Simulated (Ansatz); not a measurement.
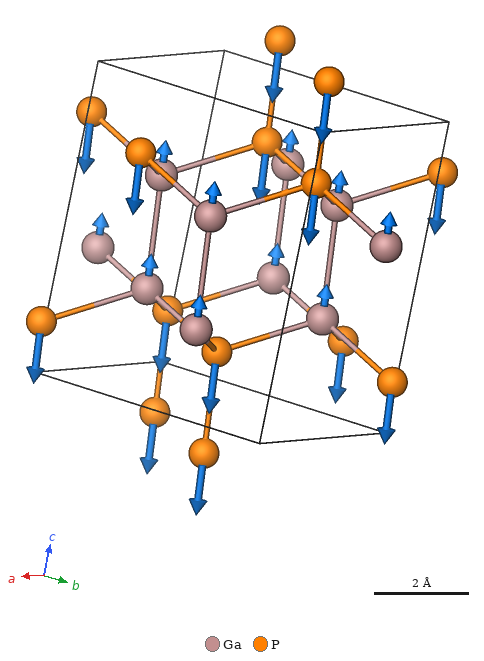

One vibrational mode of a crystal of GaP at the zone centre of a doubled cell. Displacements are drawn as blue arrows; their common scale and sign are arbitrary. Style: ball-and-stick. Shown: the cell of the calculation, from a free direction.

These are results of DFT PBE, scalar-relativistic, plane waves, PAW (Ansatz), not measurements. Set-up: plane-wave cutoff 420 eV; k-point mesh 8 × 4 × 8; occupations gaussian; smearing width 0.05 eV; no spin polarisation.

Frequencies are those without the non-analytic (LO–TO) term.

Give the character and frequency of this mode.

Answer. This is a non-degenerate mode at 269 cm⁻¹, level 11 of 19, counted from below (the three translations aside). The P sublattice moves against the Ga sublattice, roughly along [1 0 2] of the drawn cell; the kinetic energy is shared as P 69 %, Ga 31 %. It repeats in both halves of the doubled cell: it is a zone-centre mode of the crystal.
